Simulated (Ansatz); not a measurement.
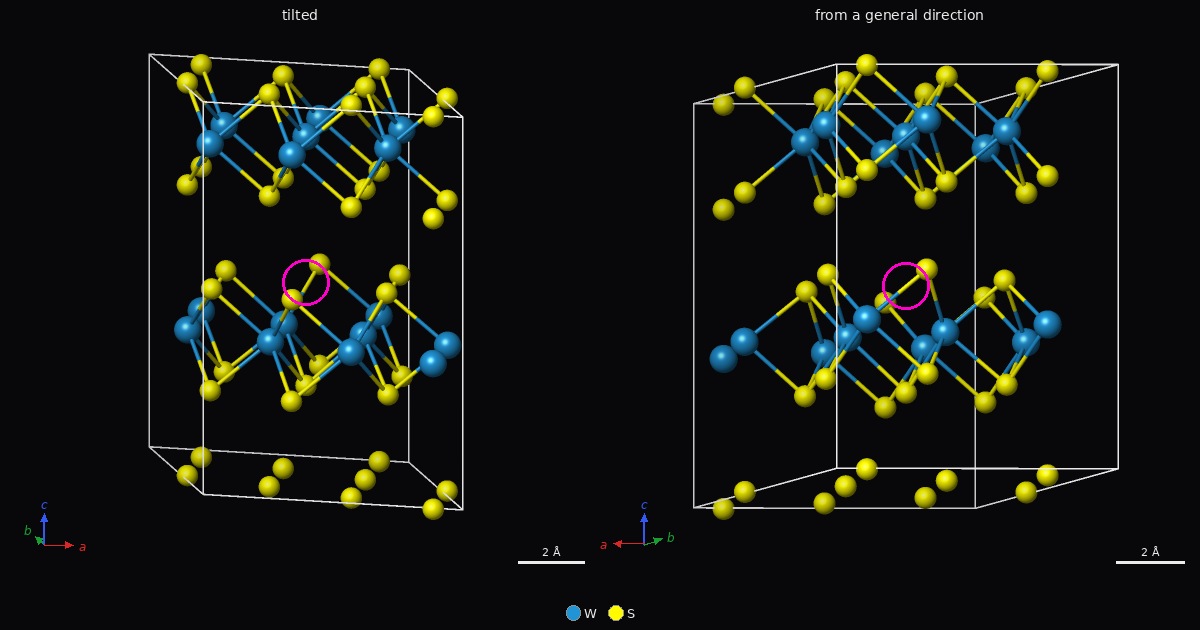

This ball-and-stick model is shown slightly off an axis and from a general direction. The frame is the supercell; atoms at its boundary are shown with their periodic copies. The host is WS$_{2}$, in a cell of 42 sites, and the cell carries a charge of -1. A ring marks the defect's site.

Question: Where does the cell differ from the host, and how?

Answer: A sulfur vacancy. Around the empty site lie three W at about 2.4 Å.

Electronic-structure method: DFT PBE+D3(BJ), scalar-relativistic, plane waves, PAW (Ansatz). Parameters: an energy cutoff of 420 eV, the zone sampled with 2×2×2 points, Gaussian smearing of 0.01 eV, collinear spins.

Question: Does the calculation give a net moment?

Answer: Yes, 1.0 μB in the cell.

The atoms were relaxed in the host's cell with Ansatz, DFT PBE+D3(BJ), scalar-relativistic, plane waves, PAW.
